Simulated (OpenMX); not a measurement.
# TaN: 7 runs along one coordinate

System: TaN (Fm-3m, 2 atoms in the cell).
Method: Kohn-Sham DFT of a periodic cell, PBE, OpenMX 2013 PBE set, no spin polarisation (OpenMX 3.8.5).

The 7 runs differ only in the geometry, by an even scaling of the cell at fixed fractional positions. The structure derives from a Materials Project entry.

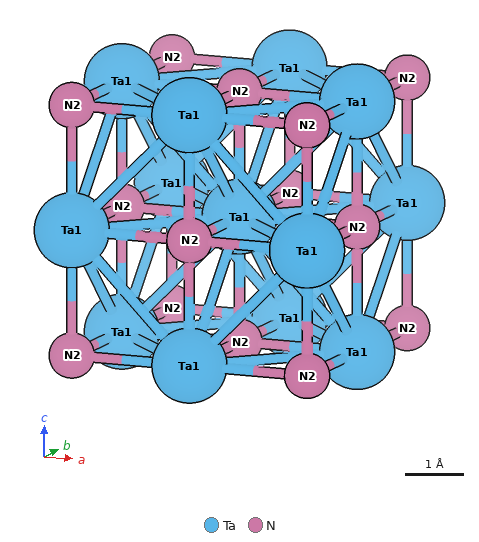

Figure 1. The structure of run 4 (ball-and-stick view of the cell 4 times as large as that of the calculation, set on its symmetry axes, seen slightly off an axis; atoms are numbered from 1 in the order of the input). An atom can appear more than once, as a periodic image.

**Input of run 4**
```
System.CurrrentDirectory             ./
System.Name                          TaN
DATA.PATH                            ./DFT_DATA13
level.of.stdout                      1
level.of.fileout                     0
Species.Number                       2
<Definition.of.Atomic.Species
  Ta  Ta7.0-s3p2d2f1         Ta_PBE13
  N   N6.0-s2p2d1            N_PBE13
Definition.of.Atomic.Species>

Atoms.Number                         2
Atoms.SpeciesAndCoordinates.Unit     FRAC
<Atoms.SpeciesAndCoordinates
    1  Ta    0.5000000000    0.5000000000    0.5000000000   6.500  6.500
    2  N     0.0000000000    0.0000000000    0.0000000000   2.500  2.500
Atoms.SpeciesAndCoordinates>

Atoms.UnitVectors.Unit               Ang
<Atoms.UnitVectors
     0.0000000000    2.2113230000    2.2113230000
     2.2113230000    0.0000000000    2.2113230000
     2.2113230000    2.2113230000    0.0000000000
Atoms.UnitVectors>

scf.XcType                           GGA-PBE
scf.SpinPolarization                 off
scf.ElectronicTemperature            580.226
scf.energycutoff                     400.0
scf.maxIter                          100
scf.EigenvalueSolver                 band
scf.Kgrid                            11 11 11
scf.Mixing.Type                      rmm-diisk
scf.Init.Mixing.Weight               0.05
scf.Min.Mixing.Weight                0.001
scf.Max.Mixing.Weight                0.3
scf.Mixing.History                   25
scf.Mixing.StartPulay                8
scf.criterion                        1.0e-8
MD.Type                              nomd
```

Command:
```bash
openmx TaN.dat -nt 1 > TaN.std
```

Run 5 has the same physical settings and fractional positions; its lattice vectors (Å) are:
```
   0.000000    2.225968    2.225968
   2.225968    0.000000    2.225968
   2.225968    2.225968    0.000000
```

**Results, with one run withheld**

```tsv
run	volume per atom (Å³)	free energy per atom, from the lowest run given (meV)
1	10.164	25.25
2	10.381	7.45
3	10.597	0.00
4	10.813	2.29
5	11.030	?
6	11.246	31.43
7	11.462	56.41
```

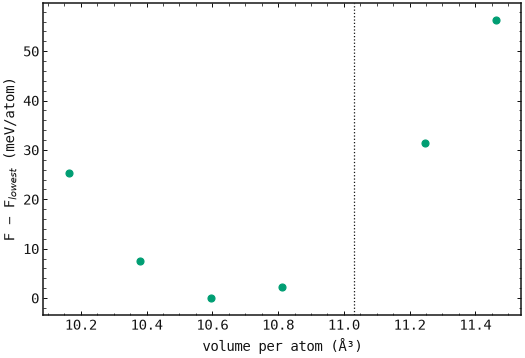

Figure 2. Free energy per atom of the runs given; the dotted line marks run 5.

Fit the runs given and predict run 5.

A cubic polynomial in V^(−2/3) (the Birch–Murnaghan form), fitted to the 6 runs given, misses them by at most 0.12 meV per atom. With x = V^(−2/3) − 0.20516 Å⁻², it reads F = 0.96931 − 1660.8 x + 5.8659e+05 x² + 7.4036e+05 x³ (meV per atom). At run 5 it gives 13.07 meV per atom, and the run itself gives 13.17. The fit has its minimum at 10.651 Å³ per atom, where V d²F/dV² gives 336 GPa: the bulk modulus at this level, since symmetry fixes the shape and the positions.

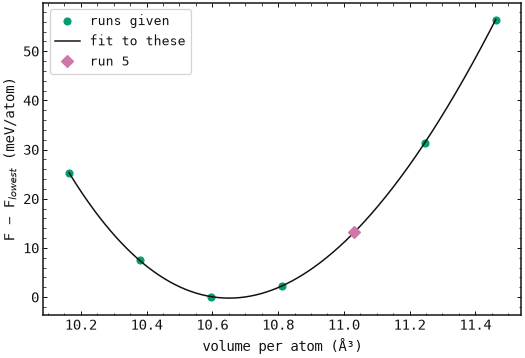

Figure 3. The fit and the withheld run.

**Some lines of the output (run 5)**
```
[...]
  Cell_Volume =    148.861785545706 (Bohr^3)
        Total energy (Hartree) at MD = 1
   kloop=0
   kloop=1
   kloop=665
```

Notes: Spin–orbit coupling is left out, which matters for Ta. With a small basis of atomic orbitals these values can differ much from converged plane-wave results.
